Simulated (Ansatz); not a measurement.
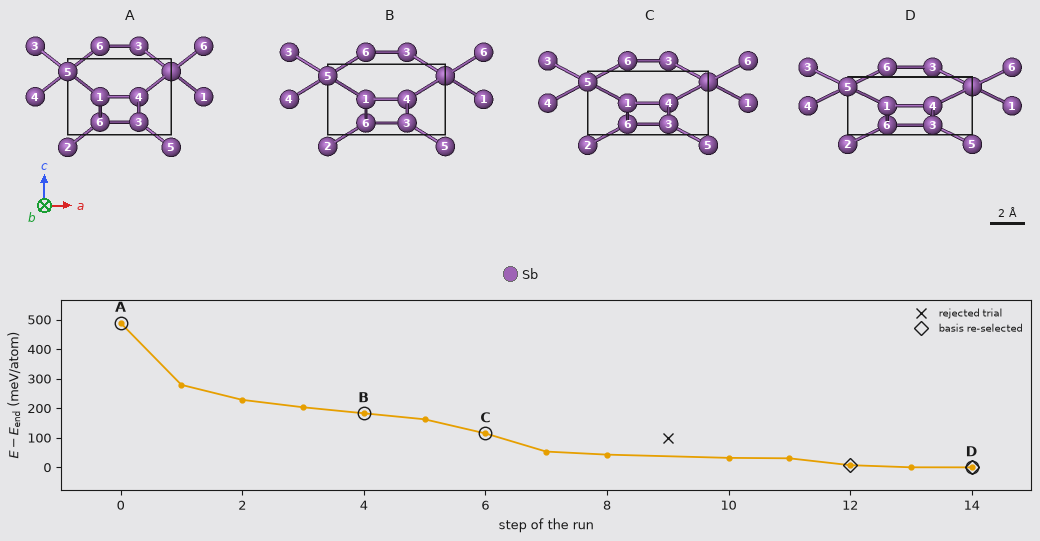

Frames of a relaxation of a crystal of Sb (a generated structure, set up in P6_422) (coarse preliminary run), marked on the history of the run. The picture is a ball-and-stick view of the cell of the calculation, seen along the b axis.

The calculation used Ansatz, DFT PBE, scalar-relativistic, plane waves, PAW.

Input
```yaml
crystal:
  lattice:
    - [7.08774129, 0.0, 0.0]
    - [-3.54387064, 6.13816401, 0.0]
    - [0.0, 0.0, 4.49752593]
  atoms:
    - { symbol: Sb, position: [0.31277466, 0.0, 0.5] }
    - { symbol: Sb, position: [0.0, 0.31277466, 0.83333333] }
    - { symbol: Sb, position: [0.68722534, 0.68722534, 0.16666667] }
    - { symbol: Sb, position: [0.68722534, 0.0, 0.5] }
    - { symbol: Sb, position: [0.0, 0.68722534, 0.83333333] }
    - { symbol: Sb, position: [0.31277466, 0.31277466, 0.16666667] }
basis:
  ecutwfc: 420
kpoints:
  mp_grid: { grid: [3, 3, 4] }
hamiltonian:
  xc: pbe
scf:
  occupations: { method: gaussian, width: 0.1 }
  lower_state_search: "off"
output:
  forces: true
  stress: true
  eigenvalues: true
relax:
  adjacent_minimum: "off"
  f_tol: 0.04
  max_steps: 70
  cell: { stress_tol: 0.4 }
```

Launched with:
```bash
ansatz run input.yaml --threads 1 --pin off --max-ram 2560MiB --backend cpu --events-out ev --progress --plain --runs-dir out
```

Question: Describe the path.

Answer: The energy falls by 489 meV per atom in 11 accepted moves (14 points after the start). Largest force component: 0.017 eV/Å at the start, 0.0015 eV/Å at the end. Pressure: 11.67 GPa at the start and 0.03 GPa at the end. The line search rejected the trial step at point 9 of the run. At 2 points the geometry stayed and the basis and grid were re-selected for the new cell (energy shift of 23.2 meV per atom at most each time). The largest moves relative to the cell, 0.046 Å, are those of Sb1, Sb2, Sb3, Sb4, Sb5 and Sb6. Sb6 goes along [1 1 0]. The drawn cell changes as follows: a = b 7.088 → 8.538 Å (+20.5 %), c 4.498 → 3.425 Å (−23.8 %); the volume changes by +10.5 %. Some distances before and after: Sb1–Sb4 2.654 → 3.105 Å, Sb1–Sb5 2.676 → 2.947 Å. Among the angles between lasting bonds that change: Sb5–Sb1–Sb6 131.1° → 125.1°, Sb4–Sb1–Sb5 114.5° → 117.4°. The space group stays P6_422 (No. 181). The run took 5.2 min on 1 thread of Intel(R) Xeon(R) Processor @ 2.50GHz (Skylake/Cascade Lake), on a shared host, peak memory 0.45 GiB. From step 0 to 4: Sb atoms move most (0.10 Å), volume +20.3 %, energy −306 meV per atom. From step 4 to 6: Sb atoms move most (0.04 Å), volume −5.7 %, energy −68.1 meV per atom. From step 6 to 14: Sb atoms move most (0.10 Å), volume −2.6 %, energy −115 meV per atom.
